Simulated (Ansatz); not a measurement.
# Geometry relaxation, with input and output: SnS (part 2 of 2)

The same run, continued: SnS (Pnma, 8 atoms in the cell); DFT PBE, scalar-relativistic, plane waves, PAW, no spin polarisation (Ansatz 0.2.0); cutoff 420 eV, 4×8×6 k-mesh, Gaussian smearing of 0.02 eV. The structure derives from an entry of the Crystallography Open Database.

Geometry of the input (Å; fractional positions):
```
11.2000  0.0000  0.0000
0.0000  3.9870  0.0000
0.0000  0.0000  4.3340
Sn 0.1194  0.2500  0.1198
Sn 0.3806  0.7500  0.6198
Sn 0.6194  0.2500  0.3802
Sn 0.8806  0.7500  0.8802
S  0.8508  0.2500  0.4793
S  0.6492  0.7500  0.9793
S  0.3508  0.2500  0.0207
S  0.1492  0.7500  0.5207
```

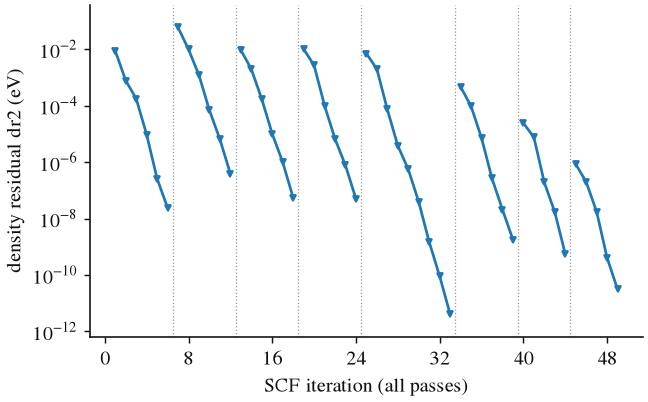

Convergence of the self-consistent field: density residual dr2 against the SCF iteration. The dotted lines part the SCF passes of the relaxation: geometry steps, rejected trials and re-solves on a re-selected basis. The 8 passes take 5 to 9 iterations each, 49 in all.

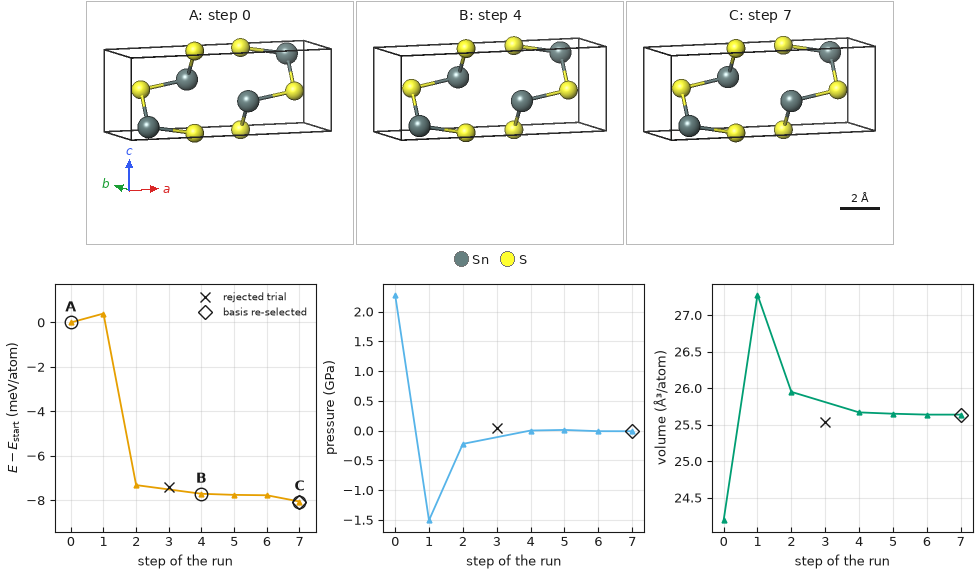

Frames of the relaxation (ball-and-stick view of the cell of the calculation, seen slightly off an axis) above the curves, on which the letters mark them (the first geometry is step 0 here and step 1 in the log).

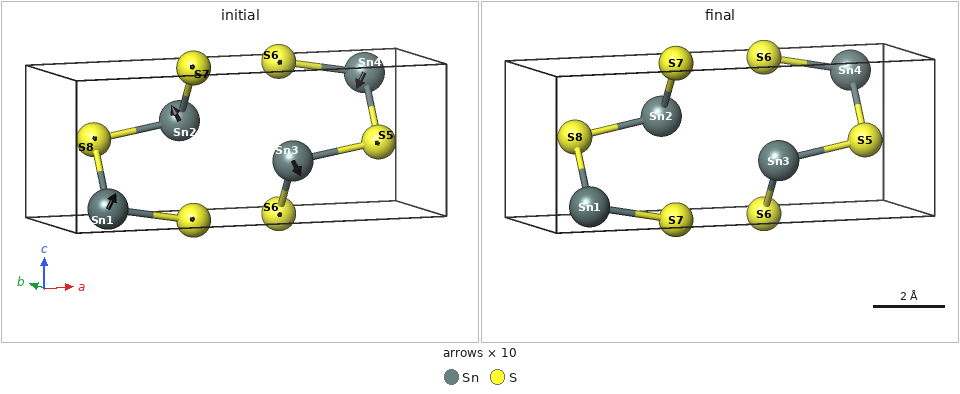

Before (left) and after (right) the relaxation, at one scale (ball-and-stick view of the cell of the calculation, seen slightly off an axis). The black arrows give the displacements (without the part carried along by the change of the cell), magnified 10 times. The largest moves relative to the cell, 0.052 Å, are those of Sn1, Sn2, Sn3 and Sn4. By element the largest moves are Sn 0.052 Å, S 0.013 Å. Cell: a 11.200 → 11.446 Å (+2.2 %), b 3.987 → 4.023 Å (+0.9 %), c 4.334 → 4.454 Å (+2.8 %). Volume +6.0 %. Distances before and after: Sn1–S7 2.627 → 2.657 Å, Sn1–S8 2.665 → 2.685 Å. The space group stays Pnma (No. 62). The energy falls by 7.8 meV per atom in 6 geometry steps. Largest force component: 0.11 eV/Å at the start, 0.002 eV/Å at the end. Pressure: 2.28 GPa at the start and −0.01 GPa at the end. The line search rejected the trial step at point 3 (counted from 0) and went back. A last SCF at the same geometry on a re-selected plane-wave basis shifts the energy by −0.3 meV per atom. (Atoms are counted from 1 in the order of the input.)

```
basis re-selected at this cell: Δ(F+E_penalty+E_count) = -2.250e-3 eV, ΔP = -0.001 GPa vs the last step (what re-selecting the basis moved, of the pressure what is left beyond the Pulay correction that the steps carried, after the strain that the cell walked since its last selection, with what the two solves' SCF thresholds leave and, on support functions, any second-order correction that the steps lacked; it is no measure of the basis error at this ecutwfc). The dense FFT grid was sized anew with the basis: this SCF ran on 80×27×30 points, the steps before it on 75×27×30, so part of this shift can come from that change (see relax.cell in the input reference). This SCF's stress stands 1.45e-2 GPa from its target on what of the cell is left free (relax.cell.stress_tol is 5.00e-2 GPa) and its largest allowed force component is 2.02e-3 eV/Å (relax.f_tol is 5.00e-3 eV/Å): within both
SCF converged after 5 iterations
Free energy (F): -27708.747633 eV
Harris-Foulkes:  -27708.747633 eV  (|F-HF|=7.28e-12)
Internal energy: -27708.747633 eV  (E = F + TS)
E sigma→0 (E₀):  -27708.747633 eV
Fermi energy:    7.855511 eV
--- Per-component energies (eV) ---
  E_band       = -459.805256
  E_kinetic    = 1164.608481
  E_local      = -4504.982491  (includes V_loc(G=0)·N_el)
  E_nonlocal   = -16.607487
  E_hartree    = 2526.906464
  E_xc         = -1919.362648
  E_vxc        = -733.273558  (∫ρ·V_xc dr)
  E_paw        = -18935.761485  (= ΣΔE_a)
  E_vpaw       = -1423.363064  (= ΣTr[D̂ρ^β])
  E_aug_tail   = 0.000005  (compensation charges beyond the density's cutoff)
  E_ewald      = -6023.548470
  E_smearing   = -0.000000  (= −TS)
  E_closure    = -0.000000  (closes the sum)
  Σ components = -27708.747633   (vs F -27708.747633, Δ=0.00e0)
--- Forces (eV/Å), atoms counted from 1 ---
  atom   1  Sn     0.00202216     0.00000000     0.00145611
  atom   2  Sn    -0.00202216     0.00000000     0.00145611
  atom   3  Sn     0.00202216     0.00000000    -0.00145611
  atom   4  Sn    -0.00202216     0.00000000    -0.00145611
  atom   5  S     -0.00041966     0.00000000     0.00104387
  atom   6  S      0.00041966     0.00000000     0.00104387
  atom   7  S     -0.00041966     0.00000000    -0.00104387
  atom   8  S      0.00041966     0.00000000    -0.00104387
  max |Σ_I F_I| component: 4.34e-19 eV/Å
--- Stress (GPa, compression-positive) ---
       -0.014491       0.000000       0.000000
        0.000000      -0.004851       0.000000
        0.000000       0.000000      -0.005853
  P = ⅓ Tr σ = -0.0084 GPa (-0.084 kbar)
--- Band table (eV; the first three rows and the last of 60) ---
  k-point 0: bands = ["-13.7629", "-13.7525", "-13.7460", "-13.7410", "-13.7370", "-13.7335", "-13.7324", "-13.7289", "-13.7203", "-13.7191", "-13.7120", "-13.7043", "-13.7024", "-13.7001", "-13.6834", "-13.6802", "-13.6728", "-13.6719", "-13.6690", "-13.6620", "-6.0365", "-5.7694", "-4.8751", "-4.4823", "0.4184", "1.3329", "2.1926", "2.7947", "2.8790", "4.0333", "4.2208", "4.2914", "4.3967", "4.5509", "5.2682", "5.4657", "5.6909", "6.3398", "6.7363", "6.9900", "8.5481", "10.4078", "10.4125", "10.4201", "10.7873", "11.2308", "11.4309", "12.3037"]
  k-point 1: bands = ["-13.7613", "-13.7516", "-13.7464", "-13.7412", "-13.7381", "-13.7342", "-13.7337", "-13.7296", "-13.7173", "-13.7162", "-13.7113", "-13.7036", "-13.7028", "-13.7001", "-13.6831", "-13.6796", "-13.6736", "-13.6712", "-13.6704", "-13.6626", "-5.9227", "-5.6631", "-4.8788", "-4.5245", "0.0951", "1.1273", "1.6526", "2.2677", "2.8633", "4.2727", "4.3661", "4.6808", "4.7390", "4.9985", "5.3283", "5.7103", "5.8305", "6.4216", "6.7980", "6.9862", "8.7076", "9.5539", "10.4243", "10.4904", "10.6208", "10.6796", "11.6996", "11.8119"]
  k-point 2: bands = ["-13.7571", "-13.7490", "-13.7483", "-13.7426", "-13.7399", "-13.7377", "-13.7340", "-13.7315", "-13.7103", "-13.7099", "-13.7093", "-13.7044", "-13.7032", "-13.7004", "-13.6819", "-13.6779", "-13.6757", "-13.6734", "-13.6693", "-13.6644", "-5.6163", "-5.3752", "-4.9635", "-4.6886", "-0.2945", "0.5709", "0.8488", "1.5408", "3.2360", "4.5449", "4.7517", "5.0225", "5.3910", "5.4092", "5.4723", "5.6719", "6.1432", "6.9010", "6.9320", "7.3240", "8.6923", "9.3330", "9.3849", "9.9258", "9.9504", "10.4220", "10.6849", "11.1915"]
  k-point 59: bands = ["-13.7600", "-13.7600", "-13.7600", "-13.7600", "-13.7263", "-13.7263", "-13.7263", "-13.7263", "-13.7097", "-13.7097", "-13.7097", "-13.7097", "-13.6914", "-13.6914", "-13.6914", "-13.6914", "-13.6640", "-13.6640", "-13.6640", "-13.6640", "-4.6649", "-4.6649", "-4.6649", "-4.6649", "0.8302", "0.8302", "0.8302", "0.8302", "3.1372", "3.1372", "3.1372", "3.1372", "3.8605", "3.8605", "3.8605", "3.8605", "5.9360", "5.9360", "5.9360", "5.9360", "10.1883", "10.1883", "10.1883", "10.1883", "11.8244", "11.8244", "11.8244", "11.8244"]
--- Relaxed structure (7 steps of the walk, 6 accepted, 1 SCFs on fresh bases) ---
  F+E_penalty+E_count = -27708.74763256 eV   max|allowed force component| = 2.022e-3 eV/Å   (the final SCF, on the basis selected at the relaxed cell)
  cell:  # Å, volume = 205.1094 Å³
    - [11.44550261592734, 0.0, 0.0]
    - [0.0, 4.023284454016756, 0.0]
    - [0.0, 0.0, 4.454202556709442]
  atoms:
    - { symbol: Sn, position: [0.12154224819367765, 0.25, 0.130005931340435] }
    - { symbol: Sn, position: [0.3784577518063224, 0.7499999999999999, 0.6300059313404349] }
    - { symbol: Sn, position: [0.6215422481936775, 0.25, 0.369994068659565] }
    - { symbol: Sn, position: [0.8784577518063224, 0.7499999999999999, 0.8699940686595652] }
    - { symbol: S, position: [0.8498958712325945, 0.25, 0.47744334265772903] }
    - { symbol: S, position: [0.6501041287674055, 0.7499999999999999, 0.9774433426577289] }
    - { symbol: S, position: [0.3498958712325946, 0.25, 0.022556657342270907] }
    - { symbol: S, position: [0.15010412876740545, 0.7499999999999999, 0.5225566573422711] }
```

## Trajectory as extended XYZ (Å, eV, eV/Å), 8 frames, from step=1 to step=8
```
8
Lattice="11.2000 0.0000 0.0000 0.0000 3.9870 0.0000 0.0000 0.0000 4.3340" Properties=species:S:1:pos:R:3:forces:R:3 step=1 energy=-27708.68321 pressure_GPa=2.28
Sn    1.3373    0.9968    0.5192   -0.1131   0.0000  -0.0707
Sn    4.2627    2.9903    2.6862    0.1131   0.0000  -0.0707
Sn    6.9373    0.9968    1.6478   -0.1131   0.0000   0.0707
Sn    9.8627    2.9903    3.8148    0.1131   0.0000   0.0707
S     9.5290    0.9968    2.0773    0.1036   0.0000  -0.0736
S     7.2710    2.9903    4.2443   -0.1036   0.0000  -0.0736
S     3.9290    0.9968    0.0897    0.1036   0.0000   0.0736
S     1.6710    2.9903    2.2567   -0.1036   0.0000   0.0736
8
Lattice="11.7441 0.0000 0.0000 0.0000 4.1198 0.0000 0.0000 0.0000 4.5106" Properties=species:S:1:pos:R:3:forces:R:3 step=2 energy=-27708.68000 pressure_GPa=-1.51
Sn    1.4829    1.0299    0.5943    0.0386   0.0000   0.0019
Sn    4.3891    3.0898    2.8496   -0.0386   0.0000   0.0019
Sn    7.3550    1.0299    1.6610    0.0386   0.0000  -0.0019
Sn   10.2612    3.0898    3.9163   -0.0386   0.0000  -0.0019
S     9.9660    1.0299    2.1834   -0.0862   0.0000  -0.0040
S     7.6501    3.0898    4.4386    0.0862   0.0000  -0.0040
S     4.0940    1.0299    0.0719   -0.0862   0.0000   0.0040
S     1.7781    3.0898    2.3272    0.0862   0.0000   0.0040
8
Lattice="11.5590 0.0000 0.0000 0.0000 4.0361 0.0000 0.0000 0.0000 4.4499" Properties=species:S:1:pos:R:3:forces:R:3 step=3 energy=-27708.74173 pressure_GPa=-0.22
Sn    1.4241    1.0090    0.5825   -0.0171   0.0000  -0.0001
Sn    4.3554    3.0271    2.8075    0.0171   0.0000  -0.0001
Sn    7.2036    1.0090    1.6424   -0.0171   0.0000   0.0001
Sn   10.1349    3.0271    3.8673    0.0171   0.0000   0.0001
S     9.8110    1.0090    2.1159    0.0163   0.0000   0.0099
S     7.5275    3.0271    4.3408   -0.0163   0.0000   0.0099
S     4.0315    1.0090    0.1090    0.0163   0.0000  -0.0099
S     1.7480    3.0271    2.3340   -0.0163   0.0000  -0.0099
8
Lattice="11.4495 0.0000 0.0000 0.0000 4.0203 0.0000 0.0000 0.0000 4.4387" Properties=species:S:1:pos:R:3:forces:R:3 step=4 energy=-27708.74233 pressure_GPa=0.05 accepted=F
Sn    1.3934    1.0051    0.5257    0.0159   0.0000   0.0258
Sn    4.3313    3.0152    2.7451   -0.0159   0.0000   0.0258
Sn    7.1182    1.0051    1.6936    0.0159   0.0000  -0.0258
Sn   10.0560    3.0152    3.9130   -0.0159   0.0000  -0.0258
S     9.7282    1.0051    2.1583    0.0011   0.0000  -0.0066
S     7.4460    3.0152    4.3776   -0.0011   0.0000  -0.0066
S     4.0035    1.0051    0.0611    0.0011   0.0000   0.0066
S     1.7213    3.0152    2.2805   -0.0011   0.0000   0.0066
8
Lattice="11.4838 0.0000 0.0000 0.0000 4.0265 0.0000 0.0000 0.0000 4.4411" Properties=species:S:1:pos:R:3:forces:R:3 step=5 energy=-27708.74485 pressure_GPa=0.00
Sn    1.4035    1.0066    0.5750   -0.0136   0.0000   0.0038
Sn    4.3383    3.0199    2.7956    0.0136   0.0000   0.0038
Sn    7.1454    1.0066    1.6455   -0.0136   0.0000  -0.0038
Sn   10.0802    3.0199    3.8661    0.0136   0.0000  -0.0038
S     9.7550    1.0066    2.1133    0.0162   0.0000   0.0102
S     7.4706    3.0199    4.3339   -0.0162   0.0000   0.0102
S     4.0131    1.0066    0.1072    0.0162   0.0000  -0.0102
S     1.7288    3.0199    2.3278   -0.0162   0.0000  -0.0102
8
Lattice="11.4546 0.0000 0.0000 0.0000 4.0272 0.0000 0.0000 0.0000 4.4485" Properties=species:S:1:pos:R:3:forces:R:3 step=6 energy=-27708.74524 pressure_GPa=0.01
Sn    1.3935    1.0068    0.5778   -0.0032   0.0000  -0.0110
Sn    4.3338    3.0204    2.8021    0.0032   0.0000  -0.0110
Sn    7.1208    1.0068    1.6464   -0.0032   0.0000   0.0110
Sn   10.0611    3.0204    3.8707    0.0032   0.0000   0.0110
S     9.7341    1.0068    2.1263   -0.0011   0.0000  -0.0114
S     7.4477    3.0204    4.3506    0.0011   0.0000  -0.0114
S     4.0068    1.0068    0.0980   -0.0011   0.0000   0.0114
S     1.7205    3.0204    2.3222    0.0011   0.0000   0.0114
8
Lattice="11.4455 0.0000 0.0000 0.0000 4.0233 0.0000 0.0000 0.0000 4.4542" Properties=species:S:1:pos:R:3:forces:R:3 step=7 energy=-27708.74538 pressure_GPa=-0.01
Sn    1.3911    1.0058    0.5791    0.0016   0.0000   0.0012
Sn    4.3316    3.0175    2.8062   -0.0016   0.0000   0.0012
Sn    7.1139    1.0058    1.6480    0.0016   0.0000  -0.0012
Sn   10.0544    3.0175    3.8751   -0.0016   0.0000  -0.0012
S     9.7275    1.0058    2.1266   -0.0001   0.0000   0.0007
S     7.4408    3.0175    4.3537    0.0001   0.0000   0.0007
S     4.0047    1.0058    0.1005   -0.0001   0.0000  -0.0007
S     1.7180    3.0175    2.3276    0.0001   0.0000  -0.0007
8
Lattice="11.4455 0.0000 0.0000 0.0000 4.0233 0.0000 0.0000 0.0000 4.4542" Properties=species:S:1:pos:R:3:forces:R:3 step=8 energy=-27708.74763 pressure_GPa=-0.01
Sn    1.3911    1.0058    0.5791    0.0020   0.0000   0.0015
Sn    4.3316    3.0175    2.8062   -0.0020   0.0000   0.0015
Sn    7.1139    1.0058    1.6480    0.0020   0.0000  -0.0015
Sn   10.0544    3.0175    3.8751   -0.0020   0.0000  -0.0015
S     9.7275    1.0058    2.1266   -0.0004   0.0000   0.0010
S     7.4408    3.0175    4.3537    0.0004   0.0000   0.0010
S     4.0047    1.0058    0.1005   -0.0004   0.0000  -0.0010
S     1.7180    3.0175    2.3276    0.0004   0.0000  -0.0010
```
